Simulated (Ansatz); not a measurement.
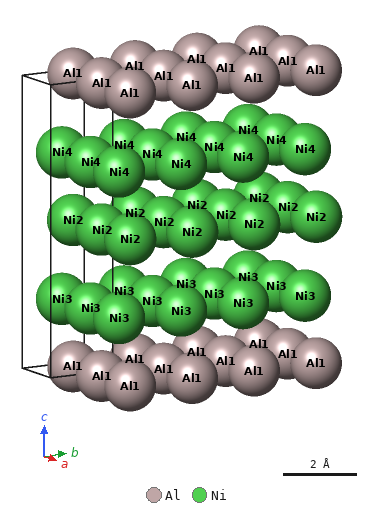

Starting structure of solid AlNi3 (a generated structure, set up in P-6m2) (coarse preliminary run). The picture is a spheres-only view of the cell of the calculation, repeated 3 × 4 × 1 with one cell outlined, seen slightly off an axis.

These are results of Ansatz 0.2.0, DFT PBE, scalar-relativistic, plane waves, PAW, not measurements.

The input:
```yaml
crystal:
  lattice:
    - [2.55051126, 0.0, 0.0]
    - [-1.27525563, 2.20880754, 0.0]
    - [0.0, 0.0, 8.12344111]
  atoms:
    - { symbol: Al, position: [0.33333333, 0.66666667, 0.0] }
    - { symbol: Ni, position: [0.33333333, 0.66666667, 0.5], spin: -2.0 }
    - { symbol: Ni, position: [0.66666667, 0.33333333, 0.25], spin: -2.0 }
    - { symbol: Ni, position: [0.66666667, 0.33333333, 0.75], spin: 2.0 }
basis:
  ecutwfc: 420
kpoints:
  mp_grid: { grid: [6, 6, 2] }
hamiltonian:
  xc: pbe
scf:
  occupations: { method: gaussian, width: 0.1 }
  lower_state_search: "off"
output:
  forces: true
  stress: true
  eigenvalues: true
  populations: true
magnetization:
  spin_polarized: true
relax:
  adjacent_minimum: "off"
  f_tol: 0.04
  max_steps: 70
  cell: { stress_tol: 0.4 }
```

Launched with:
```bash
ansatz run input.yaml --threads 1 --pin off --max-ram 2560MiB --backend cpu --events-out ev --progress --plain --runs-dir out
```

Question: What does the optimiser find from here?

Answer: Over 3 accepted moves (4 points after the start) the energy falls by 25.3 meV per atom. Largest force component: 0.42 eV/Å at the start, 0.0057 eV/Å at the end. Pressure: 2.87 GPa at the start and −0.08 GPa at the end. The SCF was repeated once at an unchanged geometry on a basis and grid sized afresh for the cell, which shifted the energy by 0.1 meV per atom at most. The largest moves relative to the cell, 0.043 Å, are those of Ni3 and Ni4. Ni3 goes along −c. Al stays in place. The drawn cell changes as follows: a = b 2.551 → 2.615 Å (+2.5 %), c 8.123 → 7.865 Å (−3.2 %); the volume changes by +1.7 %. Some distances before and after: Ni2–Ni2 2.551 → 2.615 Å, Al1–Al1 2.551 → 2.615 Å, Al1–Ni3 2.509 → 2.445 Å, Ni2–Ni3 2.509 → 2.513 Å. The space group stays P-6m2 (No. 187). The program noted that the starting moments weren't kept.

The structure at the end:

```
Al Ni
1.0
     2.61463    0.00000    0.00000
    -1.30732    2.26433    0.00000
     0.00000    0.00000    7.86479
Al Ni
1 3
Direct
  0.33333 0.66667 0.00000
  0.33333 0.66667 0.50000
  0.66667 0.33333 0.24456
  0.66667 0.33333 0.75544
```

The end point in the same view:

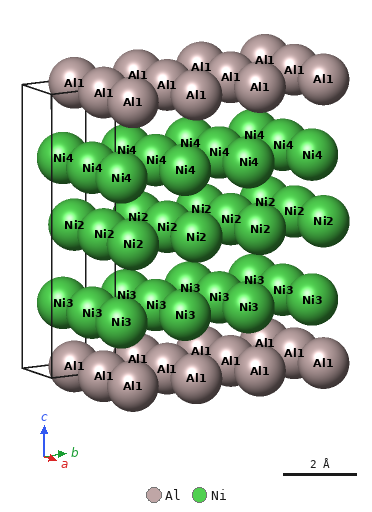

Limits of the set-up: the k-point mesh is coarse for a cell with partly filled bands.
